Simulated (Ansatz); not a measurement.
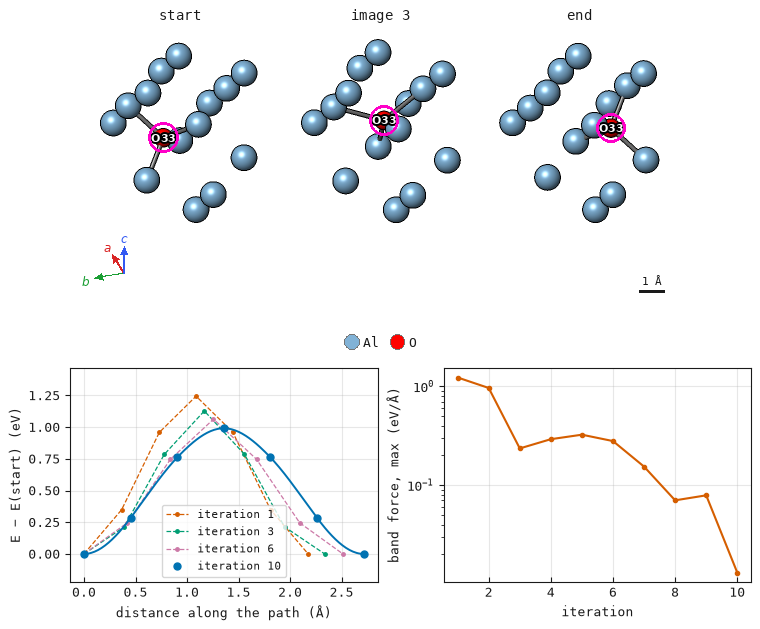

A search for the minimum-energy path of Al with an interstitial O (33 atoms in the cell) by the nudged elastic band. Images are numbered from 0 (start) to 6 (end). The plot follows the band through its iterations. Style: ball-and-stick. Shown: the atoms within 4.0 Å of the middle of the path, from a free direction. The moving atom is ringed, with any periodic copies. Bonds to atoms that aren't drawn are left out.

These are results of Ansatz 0.2.0, DFT PBEsol, scalar-relativistic, plane waves, PAW, not measurements. Run with plane-wave cutoff 420 eV; k-point mesh 2 × 2 × 2; Fermi-Dirac smearing 0.15 eV; 5 movable images; climbing image; force threshold 0.05 eV/Å; iteration limit 51; starting path by image-dependent pair potential.

### How did the profile develop, and is the result final?

The result is final at these settings. The band converged in 10 iterations. The largest component of the band force went from 1.2 to 0.013 eV/Å. The climbing image converged on the top of the path. A check of its curvatures found one unstable direction (−2.3 eV/Å²), as a transition state must have. The first iteration put the highest image at 1.24 eV. The barrier is about 0.99 eV in both directions, with image 3 at the top; the ends have the same energy.

Limits of the set-up: the k-point mesh is coarse for a cell with partly filled bands; the periodic images lie only 8.1 Å apart, so the values are limited by the cell's size.

Cost: 13 min on 2 threads of Arm Neoverse V2 (shared host), peak memory 2.2 GiB.

PAW datasets: the set soft_1.
